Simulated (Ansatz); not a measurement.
System: Hf, space group P6_3/mmc (No. 194).

Input file:
```
crystal:
  lattice:
    - [3.2031670009, 0.0, 0.0]
    - [-1.6015835004, 2.7740239953, 0.0]
    - [0.0, 0.0, 5.0813409743]
  atoms:
    - { symbol: Hf, position: [0.3333333333, 0.6666666667, 0.25] }
    - { symbol: Hf, position: [0.6666666667, 0.3333333333, 0.75] }
basis:
  ecutwfc: 420
kpoints:
  mp_grid: { grid: [18, 18, 8] }
hamiltonian:
  xc: pbe
scf:
  occupations: { method: fermi_dirac, width: 0.15 }
output:
  forces: true
  stress: true
  eigenvalues: true
elastic:
  mode: relaxed_ion
  amplitude: 0.005
```

Command:
```bash
ansatz run input.yaml --threads 1 --pin off --max-ram 3072MiB --backend cpu --events-out ev --progress --plain --runs-dir out
```

Calculation (Ansatz 0.2.0): elastic stress-strain coefficients at zero temperature from small strains of the given cell, Voigt order xx yy zz yz xz xy, Cartesian axes of the cell vectors; plane waves with PAW datasets, Γ-centred k mesh. Level: PBE, no spin polarisation.

wave cutoff 420 eV; k mesh 18×18×8; occupations Fermi–Dirac; smearing width 0.15 eV; ions relaxed; strain amplitude 0.005.

Describe the result: the Young's modulus as a function of direction in the xy, xz and yz planes.

Over all directions E runs from 121 to 157 GPa, a ratio of 1.30. E is 124 GPa along x, 124 GPa along y and 157 GPa along z, and 121 GPa along the body diagonal x + y + z. The Hill averages are K = 106 GPa and G = 49 GPa, Poisson's ratio 0.30; K/G = 2.18, above Pugh's empirical 1.75, a sign of ductile behaviour in a metal.

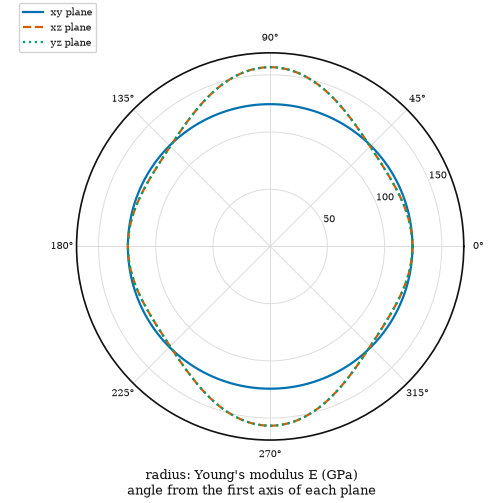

Note: metal sensitive to the k mesh.
